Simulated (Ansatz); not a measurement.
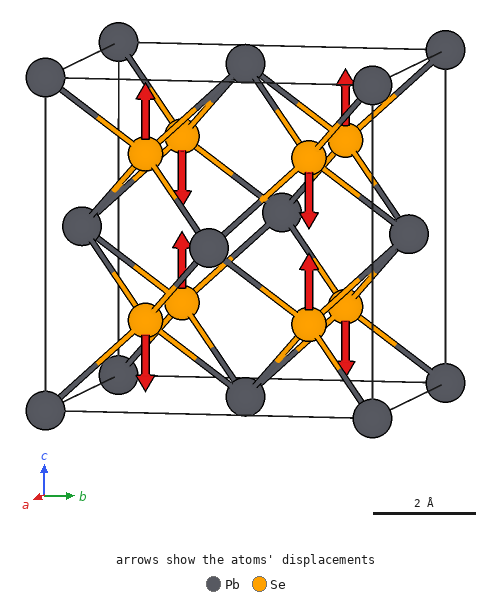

The lowest optical mode of crystalline PbSe2 (a generated structure) at a fixed volume, space group Fm-3m (No. 225), at the zone centre. The red arrows give the relative displacements of the atoms. A ball-and-stick model of the conventional cell (4 times the calculation's cell), seen slightly off an axis. Lengths and directions refer to the drawn axes.

These are results of Ansatz, DFT LDA, scalar-relativistic, plane waves, PAW, not measurements.

The input:
```yaml
crystal:
  lattice:
    - [0.0, 3.2986, 3.2986]
    - [3.2986, 0.0, 3.2986]
    - [3.2986, 3.2986, 0.0]
  atoms:
    - { symbol: Pb, position: [0.0, 0.0, 0.0] }
    - { symbol: Se, position: [0.25, 0.25, 0.25] }
    - { symbol: Se, position: [0.75, 0.75, 0.75] }
basis:
  ecutwfc: 420
kpoints:
  mp_grid: { grid: [12, 12, 12] }
hamiltonian:
  xc: lda
scf:
  occupations: { method: fermi_dirac, width: 0.15 }
output:
  eigenvalues: true
phonons:
  method: dfpt
  eigenvectors: true
```

Launched with:
```bash
ansatz run input.yaml --threads 1 --pin off --max-ram 1228MiB --backend cpu --events-out ev --progress --plain --runs-dir out
```

The frequencies depend somewhat on the k-mesh and the smearing.

Is this crystal at a minimum with respect to the drawn distortion?

Answer. Yes: this softest mode has a real frequency, and so have all others here. That speaks for this wave vector alone: the rest of the zone wasn't checked in this run. This is the T₂g mode (triply degenerate; one member of the set is drawn) at 121 cm⁻¹, the lowest optical level, Raman-active by symmetry. The Pb atoms stay at rest; all motion is along c; atoms of one kind move against one another, with no net shift of their sublattice.
